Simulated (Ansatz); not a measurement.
Cell and atoms:

```xyz
8
Lattice="2.5153 0.0000 0.0000 0.0000 6.0451 0.0000 0.0000 0.0000 4.3398" Properties=species:S:1:pos:R:3 pbc="T T T"
B     1.2577    3.0225    0.0388
N     0.0000    3.0225    0.7602
B     1.2577    0.0000    2.2087
N     0.0000    0.0000    2.9301
B     0.0000    3.0225    2.2087
N     1.2577    3.0225    2.9301
B     0.0000    0.0000    0.0388
N     1.2577    0.0000    0.7602
```

Summarise the structure in words.

The formula is BN. The symmetry is that of Fmm2 (No. 42), on a face-centred orthorhombic lattice. The cell comprises 4 formula units: 4 B, 4 N. The B atoms are each bonded to three N in a trigonal planar arrangement at 1.45 Å. N bonds to three B in a trigonal planar arrangement at 1.45 Å. The bonds build BN layers parallel to (010).

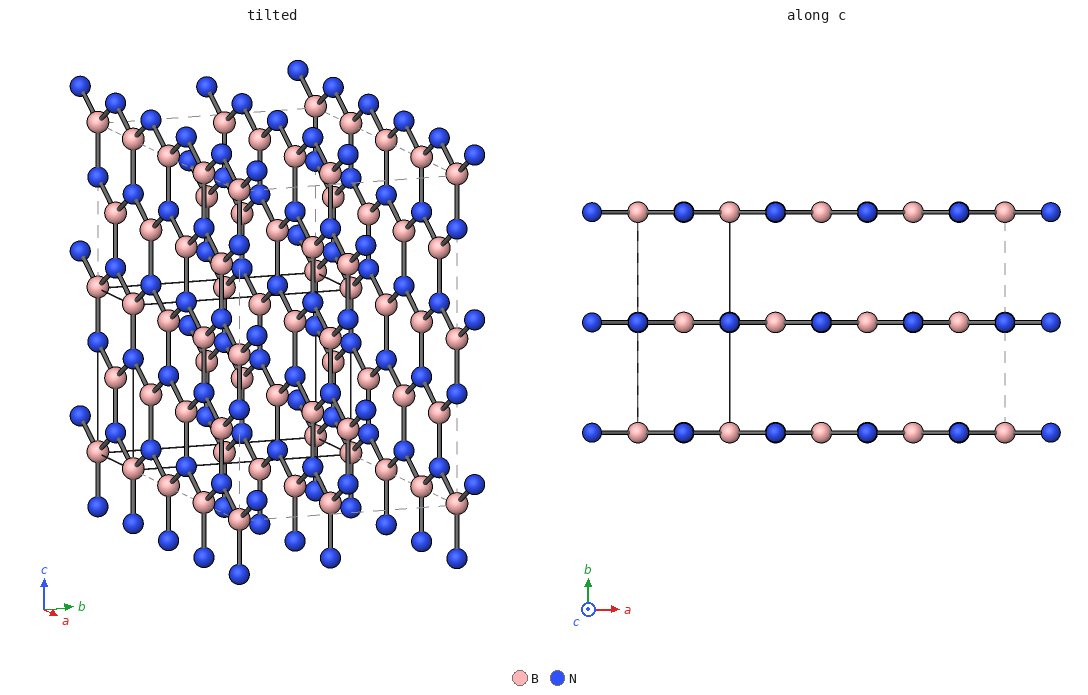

Ball-and-stick drawing of the structure, looking slightly off an axis and along the c axis. 4×1×2 cells are drawn; the solid outline is the conventional unit cell. Some atoms of the next cells are drawn as well.

Starting structure: a structure listed in the Materials Project. The atoms were relaxed in a fixed cell with DFT PBEsol+D3(BJ), scalar-relativistic, plane waves, PAW in Ansatz.
